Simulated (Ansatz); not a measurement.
## Mending a geometry relaxation on Pt

System: Pt (Fm-3m, 1 atom in the cell).
Method of the first run: DFT, PBE, plane waves, PAW, PAW set soft_1 (Ansatz 0.2.0).

The structure derives from an entry of the Crystallography Open Database. Text and figures count atoms from 1; the logs count them from 0 in places.

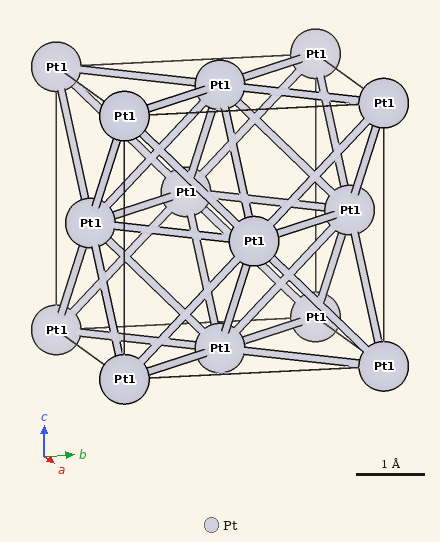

**Figure 1.** The input geometry (ball-and-stick view of the cell 4 times as large as that of the calculation, set on its symmetry axes, seen slightly off an axis; atoms are numbered from 1 in the order of the input).

### The input, the first run
```yaml
crystal:
  lattice:
    - [0.0, 1.9836860048, 1.9836860048]
    - [1.9836860048, 0.0, 1.9836860048]
    - [1.9836860048, 1.9836860048, 0.0]
  atoms:
    - { symbol: Pt, position: [0.0, 0.0, 0.0] }
basis:
  ecutwfc: 420
kpoints:
  mp_grid: { grid: [18, 18, 18] }
hamiltonian:
  xc: pbe
  pseudopotentials: { kind: paw, azcp: { folder: soft_1 } }
scf:
  occupations: { method: gaussian, width: 0.1 }
  convergence: { dr2_threshold: 0.0 }
  max_iter: 75
output:
  forces: true
  eigenvalues: true
  stress: true
relax:
  adjacent_minimum: "off"
  f_tol: 0.005
  max_steps: 80
  cell: { stress_tol: 0.05 }
```

Launched with:
```bash
ansatz run input.yaml --threads 4 --pin off --max-ram 12288MiB --backend cpu --events-out ev --progress --plain --runs-dir out
```

Hardware: 4 threads of Intel Xeon Gold (Sapphire Rapids), 64 GiB of memory available, shared host.

### Output (the first run)
```
Error: invalid value for `scf.convergence.dr2_threshold`: must be finite and > 0; got 0 eV
```

### Diagnose this run and give a change of the input that cures it.

This input holds a deliberate fault: a threshold that can't be met (`scf.convergence.dr2_threshold`). The program refused the input: “invalid value for `scf.convergence.dr2_threshold`: must be finite and > 0; got 0 eV”

A run of the same system that converges differs from this input as follows (lines with − go, lines with + come):
```diff
-  convergence: { dr2_threshold: 0.0 }
-  max_iter: 75
```

### Output, shortened to warnings, some set-up lines, iterations and results (the second run)
```
Basis set: ecut = 420 eV, 307 PW (Γ), exchange–correlation on 40×40×40 points (8 copies of the dense FFT grid, shifted against one another)
Symmetry: 48 space group operations
k-points: 195 of 5832
Initial density: superposition of atomic densities (chi_scale 0.1, normalization cell)
[...]
SCF iter   1: F=—  HF=-12525.052008 eV  |F-HF|=—  |Δ(HF+E_count)|=         —  Δρ=8.50e-2  dr2=1.10e0  ethr=3.10e-3  ⟨swp⟩=5.0  Hψ=12968  notcnv=0
SCF iter   2: F=—  HF=-12524.766679 eV  |F-HF|=—  |Δ(HF+E_count)|=   2.85e-1  Δρ=3.93e-2  dr2=2.20e-1  ethr=3.10e-3  ⟨swp⟩=2.0  Hψ=4828  notcnv=0  defer=7
SCF iter   3: F=—  HF=-12524.708271 eV  |F-HF|=—  |Δ(HF+E_count)|=   5.84e-2  Δρ=4.90e-3  dr2=1.35e-3  ethr=1.22e-3  ⟨swp⟩=2.1  Hψ=4145  notcnv=0  defer=6
SCF iter   4: F=—  HF=-12524.709354 eV  |F-HF|=—  |Δ(HF+E_count)|=   1.08e-3  Δρ=2.56e-4  dr2=8.59e-6  ethr=7.53e-6  ⟨swp⟩=2.3  Hψ=4487  notcnv=0  defer=4
SCF iter   5: F=—  HF=-12524.709355 eV  |F-HF|=—  |Δ(HF+E_count)|=   9.59e-7  Δρ=9.62e-5  dr2=1.30e-6  ethr=4.77e-8  ⟨swp⟩=2.3  Hψ=4178  notcnv=0  defer=4
[... 17 lines ...]
SCF iter   2: F=—  HF=-12524.709386 eV  |F-HF|=—  |Δ(HF+E_count)|=   4.18e-5  Δρ=1.80e-4  dr2=1.04e-7  ethr=2.32e-9  ⟨swp⟩=1.3  Hψ=2686  notcnv=0
SCF iter   3: F=—  HF=-12524.709398 eV  |F-HF|=—  |Δ(HF+E_count)|=   1.29e-5  Δρ=1.06e-6  dr2=1.79e-10  ethr=5.79e-10  ⟨swp⟩=1.0  Hψ=2535  notcnv=0
SCF iter   4: F=-12524.709398 eV  HF=-12524.709398 eV  |F-HF|=3.64e-12  |Δ(HF+E_count)|=  1.27e-10  Δρ=2.41e-7  dr2=7.76e-12  ethr=1.00e-12  ⟨swp⟩=5.6  Hψ=10039  notcnv=0
SCF 4 converged in 4 iterations: F = -12524.709398 eV  dr2 = 7.76e-12
relax step   4: F+E_penalty+E_count = -12524.70939846 eV  Δ(F+E_penalty+E_count) = -1.365e-5 eV  max|allowed force component| = 0.000e0 eV/Å  Δτ_max = 0.0000 Å  P = -0.005 …
basis re-selected at this cell: Δ(F+E_penalty+E_count) = -1.365e-5 eV, ΔP = -0.001 GPa vs the last step (what re-selecting the basis moved, of the pressure what is left beyond the Pulay correction that the steps carried, after the strain that the cell walked since its last selection, with what the …
SCF converged after 4 iterations
Free energy (F): -12524.709398 eV
Harris-Foulkes:  -12524.709398 eV  (|F-HF|=3.64e-12)
Internal energy: -12524.698146 eV  (E = F + TS)
E sigma→0 (E₀):  -12524.703772 eV
Entropy (-TS):   -0.011253 eV (-11.253 meV/atom)
Fermi energy:    22.288216 eV
--- Per-component energies (eV) ---
  E_band       = -145.477597
  E_kinetic    = 596.118487
  E_local      = -1472.307700  (includes V_loc(G=0)·N_el)
  E_nonlocal   = 203.689915
  E_hartree    = 557.649507
  E_xc         = -232.079938
  E_vxc        = -271.053259  (∫ρ·V_xc dr)
  E_paw        = -9483.690776  (= ΣΔE_a)
  E_vpaw       = -317.225349  (= ΣTr[D̂ρ^β])
  E_aug_tail   = 0.001169  (compensation charges beyond the density's cutoff)
  E_ewald      = -2694.078810
  E_smearing   = -0.011253  (= −TS)
  E_closure    = 0.000000  (closes the sum)
  Σ components = -12524.709398   (vs F -12524.709398, Δ=0.00e0)
--- Forces (eV/Å), atoms counted from 1 ---
  atom   1  Pt    -0.00000000    -0.00000000     0.00000000
  max |Σ_I F_I| component: 3.49e-32 eV/Å
--- Stress (GPa, compression-positive) ---
       -0.004557      -0.000000      -0.000000
       -0.000000      -0.004557      -0.000000
       -0.000000      -0.000000      -0.004557
  P = ⅓ Tr σ = -0.0046 GPa (-0.046 kbar)
--- Relaxed structure (3 steps of the walk, 2 accepted, 1 SCFs on fresh bases) ---
  F+E_penalty+E_count = -12524.70939846 eV   max|allowed force component| = 0.000e0 eV/Å   (the final SCF, on the basis selected at the relaxed cell)
  cell:  # Å, volume = 15.6419 Å³
    - [-2.0381488131582354e-34, 1.984964747116959, 1.984964747116959]
    - [1.984964747116959, 3.3119918213821327e-34, 1.984964747116959]
    - [1.984964747116959, 1.984964747116959, -2.0381488131582354e-34]
  atoms:
    - { symbol: Pt, position: [0.0, 0.0, 0.0] }
```

### The two runs side by side

| quantity | the first run | the second run |
| --- | --- | --- |
| outcome | refused | converged |
| free energy per atom (eV) | – | −12524.7094 |
| gap on the mesh (eV) | – | 0.00 |
| pressure (GPa) | – | 0.00 |
| volume per atom (Å³) | – | 15.64 |
| largest force (eV/Å) | – | 0.000 |
| SCF iterations | – | 19 |
| irreducible k-points | – | 195 |

Notes on the second run: Spin–orbit coupling is left out, which matters for Pt.
